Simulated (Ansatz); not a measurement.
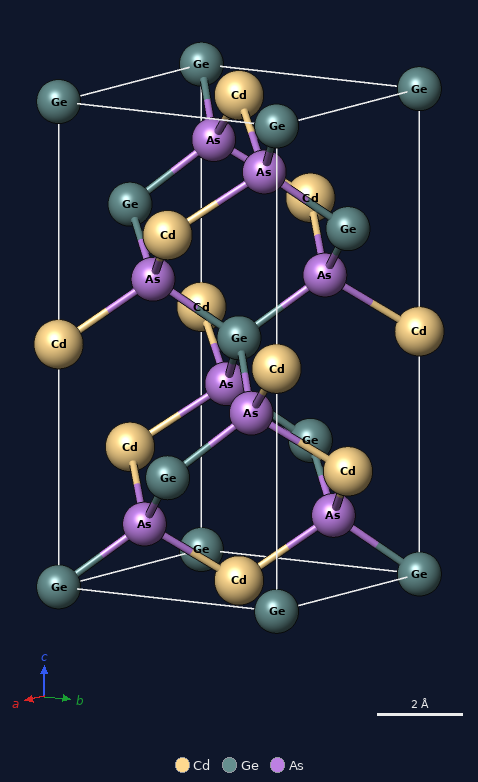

Figure 1. The structure (ball-and-stick view of the cell 2 times as large as that of the calculation, set on its symmetry axes, seen at an oblique angle). An atom can appear more than once, as a periodic image. Near neighbours in the periodic cell (some may lie outside the picture): Cd has 4 As at 2.73 Å; Ge has 4 As at 2.52 Å; As has 2 Cd at 2.73 Å and 2 Ge at 2.52 Å.

## CdGeAs2: single-point calculation

System: CdGeAs2 (8 atoms in the cell).
Method: DFT, PBE, plane waves, PAW, no spin polarisation (Ansatz 0.2.0).

The structure derives from a Materials Project entry. The geometry comes from this level: r2SCAN (a point of a series of strains). It belongs to a series of runs on one base structure; here: hydrostatic strain +3.0%. Figures and captions count atoms from 1; the log counts them from 0 in places.

The input
```yaml
crystal:
  lattice:
    - [-3.0798079677, 3.0798079677, 5.8214660023]
    - [3.0798079677, -3.0798079677, 5.8214660023]
    - [3.0798079677, 3.0798079677, -5.8214660023]
  atoms:
    - { symbol: Cd, position: [0.25, 0.75, 0.5] }
    - { symbol: Cd, position: [0.5, 0.5, 0.0] }
    - { symbol: Ge, position: [0.0, 0.0, 0.0] }
    - { symbol: Ge, position: [0.75, 0.25, 0.5] }
    - { symbol: As, position: [0.875, 0.3449727183, 0.9699727183] }
    - { symbol: As, position: [0.6550272817, 0.625, 0.5300272817] }
    - { symbol: As, position: [0.375, 0.9050272817, 0.0300272817] }
    - { symbol: As, position: [0.0949727183, 0.125, 0.4699727183] }
kpoints:
  mp_grid: { grid: [6, 6, 6] }
  band_path:
    path:
      - [0.0, 0.0, 0.0]
      - [0.0, 0.0, 0.5]
      - [0.25, 0.25, 0.25]
      - [0.0, 0.5, 0.0]
      - [0.5, 0.5, -0.5]
      - [0.3199717207, 0.6800282793, -0.3199717207]
      - [-0.3199717207, 0.3199717207, 0.3199717207]
      - [-0.1399434414, 0.1399434414, 0.5]
      - [0.5, 0.5, -0.1399434414]
      - [-0.026367, 0.026367, -0.026042]
    npoints: 1
hamiltonian:
  xc: pbe
scf:
  occupations: { method: fermi_dirac, width: 0.02 }
  n_extra_bands: 6
output:
  forces: true
  stress: true
  eigenvalues: true
  write_density: true
  write_potential: true
  elf: true
  volumetric_format: npy
```

Command:
```bash
ansatz run input.yaml --threads 2 --pin off --max-ram 20275MiB --backend cpu --events-out ev --progress --plain --runs-dir out
```

The program's output
```
scf.n_extra_bands = 6 over 64 filled bands (N_el = 128.0): the run solves 70 bands
Engine: ansatz 0.2.0, x86_64-unknown-linux-gnu
Pseudopotentials: kind: paw
Pseudopotential: Cd, paw, valence charge 20, recommended cutoff 420 eV (normal), Cd.paw.azcp
Pseudopotential: Ge, paw, valence charge 14, recommended cutoff 420 eV (normal), Ge.paw.azcp
Pseudopotential: As, paw, valence charge 15, recommended cutoff 420 eV (normal), As.paw.azcp
Functional definition: PBE
  parameter kappa = 0.804
  parameter beta = 0.06672455060314922
  exchange = pbe_x(kappa = kappa, mu = beta*pi^2/3)
  correlation = pbe_c(beta = beta)
Crystal: 8 atoms, lattice volume = 220.871 Å³
Basis set: ecut = 420 eV, 4299 PW (Γ), exchange–correlation on 100×100×100 points (8 copies of the dense FFT grid, shifted against one another)
Bands: 70, of which v1, the nominal top of the filled ones, is band 64 counted from 1 (63 counted from 0)
Symmetry: 8 space group operations
Space group: I-42d (ITA 122), of the structure as read, at distance tolerance 6.0e-5 Å
k-points: 30 of 216 (time reversal used)
Non-local potential: Cd, projectors of the file, l = 0: 3, l = 1: 2, l = 2: 2, l = 3: 1
Non-local potential: Ge, projectors of the file, l = 0: 2, l = 1: 2, l = 2: 3, l = 3: 1
Non-local potential: As, projectors of the file, l = 0: 2, l = 1: 2, l = 2: 3, l = 3: 1
PAW form: soft (Blöchl's): semilocal exchange-correlation on the pseudo side does not see the compensation charge
PAW one-centre angular grid: Cd, 590 points (default); XC on 64 Gauss nodes
PAW one-centre angular grid: Ge, 590 points (default); XC on 64 Gauss nodes
PAW one-centre angular grid: As, 590 points (default); XC on 64 Gauss nodes
Initial density: superposition of atomic densities (neutral atoms: chi_scale 0, normalization atom), corrected by the library's trained network
Initial wavefunctions: pseudopotential atomic-orbital guess
Functional: x = pbe(κ = 0.804, μ = 0.2195149727645171), c = pbe(β = 0.06672455060314922)
SCF iter   1: F=—  HF=-44524.108224 eV  |F-HF|=—  |Δ(HF+E_count)|=         —  Δρ=1.26e-3  dr2=6.37e-3  ethr=1.77e-3  ⟨swp⟩=6.1  Hψ=7374  notcnv=0
preconditioner: auto → Resta (q_TF=auto, 2.491 Å⁻¹)  ε∞=5.4  [insulator: Δε(μ)=0.165 eV  Ē_g=8.604 eV  σ=0.020 eV  W_gap=0.95  n_scr=60 (ndim 8)  ℏωp=18.0 eV  f_vac=0.150  D(μ)=0.04/eV (n_scr^D=0)  ε∞_Penn≈5.4]
SCF iter   2: F=—  HF=-44524.109042 eV  |F-HF|=—  |Δ(HF+E_count)|=   8.18e-4  Δρ=6.87e-4  dr2=1.73e-3  ethr=4.98e-6  ⟨swp⟩=2.0  Hψ=3389  notcnv=0  defer=23
SCF iter   3: F=—  HF=-44524.108946 eV  |F-HF|=—  |Δ(HF+E_count)|=   9.56e-5  Δρ=2.10e-4  dr2=1.52e-4  ethr=1.35e-6  ⟨swp⟩=3.0  Hψ=3757  notcnv=0  defer=23
SCF iter   4: F=—  HF=-44524.108934 eV  |F-HF|=—  |Δ(HF+E_count)|=   1.19e-5  Δρ=9.96e-5  dr2=3.02e-5  ethr=1.18e-7  ⟨swp⟩=2.0  Hψ=3731  notcnv=0  defer=23
SCF iter   5: F=—  HF=-44524.108938 eV  |F-HF|=—  |Δ(HF+E_count)|=   3.99e-6  Δρ=3.36e-5  dr2=4.66e-6  ethr=2.36e-8  ⟨swp⟩=2.0  Hψ=2875  notcnv=0  defer=23
SCF iter   6: F=—  HF=-44524.108943 eV  |F-HF|=—  |Δ(HF+E_count)|=   4.82e-6  Δρ=1.82e-5  dr2=5.70e-7  ethr=3.64e-9  ⟨swp⟩=2.6  Hψ=3636  notcnv=0  defer=23
SCF iter   7: F=-44524.108944 eV  HF=-44524.108944 eV  |F-HF|=1.44e-7  |Δ(HF+E_count)|=   4.22e-7  Δρ=7.01e-6  dr2=9.64e-8  ethr=7.81e-11  ⟨swp⟩=11.1  Hψ=14086  notcnv=0
SCF 1 converged in 7 iterations: F = -44524.108944 eV  dr2 = 9.64e-8
  greatest PAW one-centre occupation: 1.000 electrons in one spin orbital (limit 2), on the Cd atom at site 1 (counted from 0), in its partial waves of l = 0
```

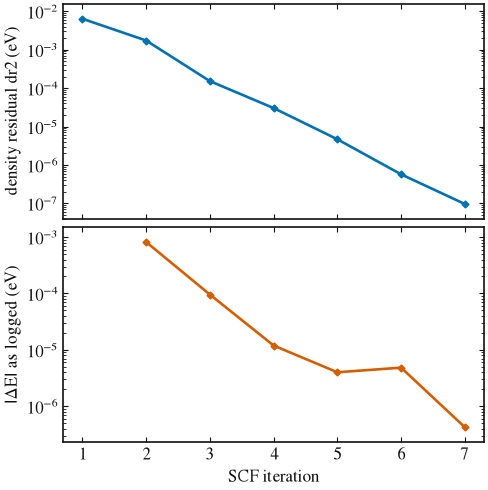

Figure 2. Convergence of the self-consistent field: density residual dr2 and size of the energy change against the SCF iteration. The residual falls at every step.

```
NSCF: frozen V_eff on 10 k-points
SCF converged after 7 iterations
Free energy (F): -44524.108944 eV
Harris-Foulkes:  -44524.108944 eV  (|F-HF|=1.44e-7)
Internal energy: -44524.108852 eV  (E = F + TS)
E sigma→0 (E₀):  -44524.108898 eV
Entropy (-TS):   -0.000091 eV (-0.011 meV/atom)
Fermi energy:    7.357946 eV
--- Per-component energies (eV) ---
  E_band       = -2452.233639
  E_kinetic    = 1635.863419
  E_local      = -20677.053207  (includes V_loc(G=0)·N_el)
  E_nonlocal   = -1780.805709
  E_hartree    = 10014.152578
  E_xc         = -816.985799
  E_vxc        = -883.337931  (∫ρ·V_xc dr)
  E_paw        = -19545.402885  (= ΣΔE_a)
  E_vpaw       = -775.212773  (= ΣTr[D̂ρ^β])
  E_aug_tail   = 0.000778  (compensation charges beyond the density's cutoff)
  E_ewald      = -13353.878027
  E_smearing   = -0.000091  (= −TS)
  E_closure    = -0.000000  (closes the sum)
  Σ components = -44524.108944   (vs F -44524.108944, Δ=0.00e0)
--- Forces (eV/Å), atoms counted from 1 ---
  atom   1  Cd    -0.00000000    -0.00000000     0.00000000
  atom   2  Cd    -0.00000000     0.00000000     0.00000000
  atom   3  Ge     0.00000000     0.00000000    -0.00000000
  atom   4  Ge     0.00000000    -0.00000000    -0.00000000
  atom   5  As     0.11000075     0.00000000     0.00000000
  atom   6  As    -0.00000000    -0.11000075     0.00000000
  atom   7  As    -0.11000075     0.00000000    -0.00000000
  atom   8  As    -0.00000000     0.11000075    -0.00000000
  max |Σ_I F_I| component: 2.13e-17 eV/Å
--- Stress (GPa, compression-positive) ---
       -2.365744      -0.000000       0.000000
       -0.000000      -2.365744      -0.000000
        0.000000       0.000000      -2.195505
  P = ⅓ Tr σ = -2.3090 GPa (-23.090 kbar)
--- Band table (eV; the first three rows and the last of 30) ---
  k-point 0: bands = ["-94.8140", "-94.8140", "-55.8927", "-55.8925", "-55.8621", "-55.8621", "-55.8620", "-55.8620", "-27.8831", "-27.8829", "-27.8829", "-27.8829", "-27.8817", "-27.8814", "-27.8810", "-27.8810", "-27.8189", "-27.8186", "-27.8185", "-27.8185", "-27.7886", "-27.7884", "-27.7880", "-27.7880", "-27.7748", "-27.7748", "-27.7747", "-27.7747", "-17.4175", "-17.4173", "-17.4173", "-17.4148", "-17.4122", "-17.4122", "-17.4001", "-17.3991", "-17.3974", "-17.3962", "-4.9359", "-3.0593", "-3.0593", "-3.0528", "-1.5058", "-0.8413", "-0.8213", "-0.8213", "-0.7344", "-0.6999", "-0.6899", "-0.6853", "-0.5028", "-0.5028", "-0.4753", "0.9984", "3.6465", "3.7591", "3.7591", "4.0832", "4.5555", "5.4908", "5.4908", "6.7008", "7.2074", "7.2074", "7.4175", "8.8277", "9.0518", "10.1609", "10.1609", "10.6653"]
  k-point 1: bands = ["-94.8140", "-94.8140", "-55.8927", "-55.8925", "-55.8621", "-55.8621", "-55.8620", "-55.8620", "-27.8831", "-27.8830", "-27.8829", "-27.8829", "-27.8816", "-27.8813", "-27.8810", "-27.8810", "-27.8189", "-27.8186", "-27.8185", "-27.8185", "-27.7885", "-27.7884", "-27.7880", "-27.7880", "-27.7748", "-27.7748", "-27.7747", "-27.7747", "-17.4175", "-17.4173", "-17.4169", "-17.4147", "-17.4125", "-17.4124", "-17.4000", "-17.3991", "-17.3973", "-17.3963", "-4.8225", "-3.2866", "-3.1135", "-3.0625", "-1.3065", "-0.8763", "-0.8299", "-0.8216", "-0.7352", "-0.7262", "-0.6952", "-0.6897", "-0.5701", "-0.4792", "-0.4066", "1.0640", "3.4970", "3.8228", "3.8627", "4.3745", "4.5559", "5.2217", "5.5694", "5.8684", "6.9013", "7.1179", "8.2428", "9.0157", "9.9311", "10.0396", "10.0648", "10.9787"]
  k-point 2: bands = ["-94.8140", "-94.8140", "-55.8926", "-55.8925", "-55.8621", "-55.8621", "-55.8621", "-55.8620", "-27.8831", "-27.8830", "-27.8829", "-27.8829", "-27.8815", "-27.8813", "-27.8811", "-27.8811", "-27.8188", "-27.8186", "-27.8186", "-27.8185", "-27.7883", "-27.7883", "-27.7882", "-27.7881", "-27.7748", "-27.7748", "-27.7746", "-27.7746", "-17.4175", "-17.4173", "-17.4160", "-17.4144", "-17.4134", "-17.4130", "-17.3997", "-17.3992", "-17.3971", "-17.3965", "-4.5235", "-3.7152", "-3.1936", "-3.1082", "-0.9719", "-0.9339", "-0.8279", "-0.8243", "-0.7514", "-0.7185", "-0.7100", "-0.6890", "-0.6294", "-0.5623", "-0.1527", "0.8807", "3.0944", "3.6658", "3.8043", "4.7147", "4.9541", "5.4677", "5.9304", "5.9951", "6.4933", "6.9306", "8.5812", "8.7129", "9.6008", "9.7863", "11.0255", "11.0602"]
  k-point 29: bands = ["-94.8140", "-94.8140", "-55.8926", "-55.8926", "-55.8621", "-55.8621", "-55.8620", "-55.8620", "-27.8831", "-27.8831", "-27.8829", "-27.8829", "-27.8814", "-27.8814", "-27.8810", "-27.8810", "-27.8187", "-27.8187", "-27.8185", "-27.8185", "-27.7885", "-27.7885", "-27.7880", "-27.7880", "-27.7748", "-27.7748", "-27.7747", "-27.7747", "-17.4177", "-17.4177", "-17.4161", "-17.4161", "-17.4118", "-17.4118", "-17.3998", "-17.3998", "-17.3966", "-17.3966", "-4.2537", "-4.2537", "-3.0653", "-3.0653", "-0.9642", "-0.9642", "-0.7761", "-0.7761", "-0.7262", "-0.7262", "-0.6845", "-0.6845", "-0.6020", "-0.6020", "0.3220", "0.3220", "3.9693", "3.9693", "4.2778", "4.2778", "5.2266", "5.2266", "5.6770", "5.6770", "6.5126", "6.5126", "8.7289", "8.7289", "9.0785", "9.0785", "10.0222", "10.0222"]
```

File rho_z.tsv
```
# z_ang	rho[e/angstrom^3]
# format = ansatz-planar-average/11
# lattice	-3.079807968	3.079807968	5.821466002
# lattice	3.079807968	-3.079807968	5.821466002
# lattice	3.079807968	3.079807968	-5.821466002
# sites	8
# site	48	3.079807968	-0.000000000	2.910733001
# site	48	0.000000000	0.000000000	5.821466002
# site	32	0.000000000	0.000000000	0.000000000
# site	32	-0.000000000	3.079807968	2.910733001
# site	33	1.354947461	4.619711952	1.455366501
# site	33	1.539903984	1.724860507	4.366099502
# site	33	1.724860507	-1.539903984	7.276832503
# site	33	1.539903984	1.354947461	-1.455366501
0.000000	1.406123e0
0.145410	1.347705e0
0.290819	1.191609e0
0.436229	9.830916e-1
0.581639	7.687759e-1
0.727048	5.799330e-1
0.872458	4.302489e-1
1.017867	3.209753e-1
1.163277	2.465834e-1
1.308687	1.990348e-1
1.454096	1.704988e-1
1.599506	1.547453e-1
1.744916	1.477692e-1
1.890325	1.477692e-1
2.035735	1.547453e-1
2.181144	1.704988e-1
2.326554	1.990348e-1
2.471964	2.465834e-1
2.617373	3.209753e-1
2.762783	4.302489e-1
2.908193	5.799330e-1
3.053602	7.687759e-1
3.199012	9.830916e-1
3.344421	1.191609e0
3.489831	1.347705e0
3.635241	1.406123e0
3.780650	1.347705e0
3.926060	1.191609e0
4.071470	9.830916e-1
4.216879	7.687759e-1
4.362289	5.799330e-1
4.507699	4.302489e-1
4.653108	3.209753e-1
4.798518	2.465834e-1
4.943927	1.990348e-1
5.089337	1.704988e-1
5.234747	1.547453e-1
5.380156	1.477692e-1
5.525566	1.477692e-1
5.670976	1.547453e-1
5.816385	1.704988e-1
5.961795	1.990348e-1
6.107204	2.465834e-1
6.252614	3.209753e-1
6.398024	4.302489e-1
6.543433	5.799330e-1
6.688843	7.687759e-1
6.834253	9.830916e-1
6.979662	1.191609e0
7.125072	1.347705e0
```

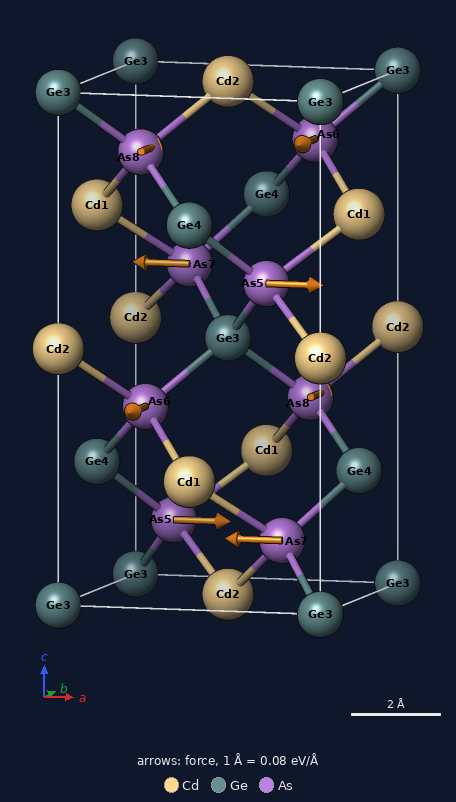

Figure 3. Forces on the atoms as orange arrows (ball-and-stick view of the cell 2 times as large as that of the calculation, set on its symmetry axes, seen slightly off an axis; atoms are numbered from 1 in the order of the input). The largest act on all 4 As atoms (0.11 eV/Å). The geometry is not a stationary point of this energy.

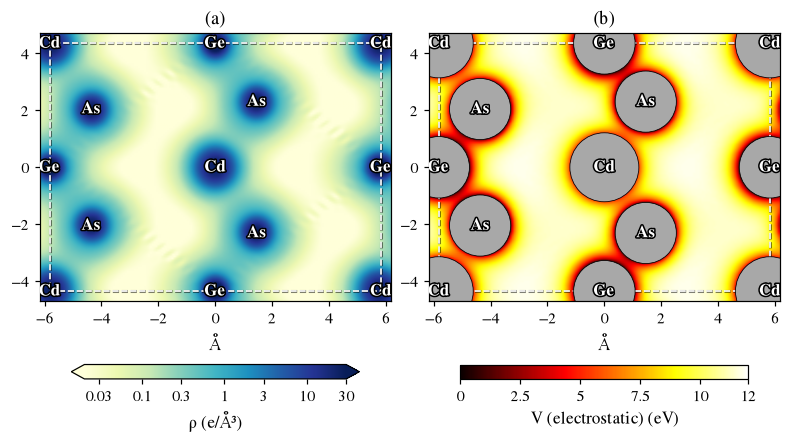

Figure 4. (a) valence charge density (pseudo); (b) electrostatic potential energy of an electron on the (110) plane of the conventional cell. Grey discs, where drawn, cover atomic cores. Atoms in the plane: Cd, Ge and As. Ge–As (2.52 Å): the density is about 0.48 e/Å³ at the midpoint. Cd–As (2.73 Å): ρ is about 0.33 e/Å³ halfway. The density dies away to nearly zero in the voids. Outside the cores the potential energy rises away from the atoms and is highest about 2.5 Å from the nearest atoms; outside the discs it spans about 11 eV, and its zero is arbitrary. The fields are those of the smooth PAW valence density.

Summary

| quantity | value |
| --- | --- |
| outcome | converged |
| space group (tolerance 0.01 Å) | I-42d (122) |
| electrons treated | 128 |
| free energy | −44524.1089 eV |
| Fermi energy | 7.358 eV |
| band gap | 0.16 eV by band count, under the smearing |
| pressure | −2.31 GPa |
| largest force (length of the vector) | 0.110 eV/Å |
| hardware | 2 threads of AMD EPYC (Zen 3), 288 GiB of memory available, shared host |
| wall time | 21 s (CPU time 41 s) |
| peak memory | 0.96 GiB |
